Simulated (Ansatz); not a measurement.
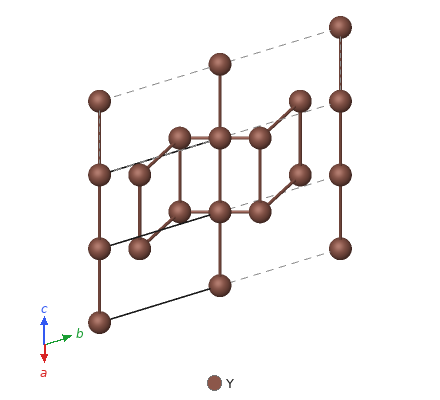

The structure, seen along [101]; the drawing may span several cells.

Structure (in its standard cell), the geometry relaxed with DFT PBE, scalar-relativistic, plane waves, PAW (Ansatz); the starting structure was generated, so it need not be a known form of this composition:

```cif
data_structure
_symmetry_space_group_name_H-M 'P 1'
_symmetry_Int_Tables_number 1
_cell_length_a 5.6430
_cell_length_b 5.6430
_cell_length_c 3.5319
_cell_angle_alpha 90.000
_cell_angle_beta 90.000
_cell_angle_gamma 120.000
_cell_volume 97.40
loop_
_atom_site_label
_atom_site_type_symbol
_atom_site_fract_x
_atom_site_fract_y
_atom_site_fract_z
_atom_site_occupancy
Y1 Y 0.00000 0.00000 0.00000 1
Y2 Y 0.33333 0.66667 0.50000 1
Y3 Y 0.66667 0.33333 0.50000 1
```

Predict the [101] zone-axis pattern (300 kV, kinematic, B = 0.5 Å²).

Answer. The spots form a centred rectangular net whose two shortest vectors correspond to d = 4.89 Å and 2.86 Å, 73.0° apart. They are 0 1 0 (itself too weak to see) and 1 0 -1. The pattern has symmetry 2mm. Reflections such as 0 1 0, 0 2 0, 2 -2 -2 are allowed but too weak to see at this display level.

Strongest reflections with d > 1.12 Å, one of each family (|F|² from tabulated Gaussian fits of the electron scattering factors, times a small damping for the curvature of the Ewald sphere):

| hkl | d (Å) | I (strongest = 100) |
| --- | --- | --- |
| 1 0 -1 | 2.863 | 100 |
| 0 3 0 | 1.629 | 69 |
| 2 -1 -2 | 1.497 | 56 |
| 1 2 -1 | 1.637 | 31 |
| 1 3 -1 | 1.265 | 16 |
| 1 1 -1 | 2.204 | 15 |

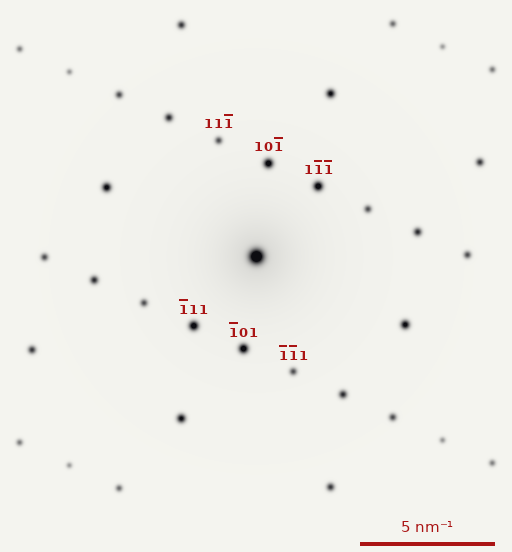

Calculated pattern, seen from the source side with [101] pointing towards the source.
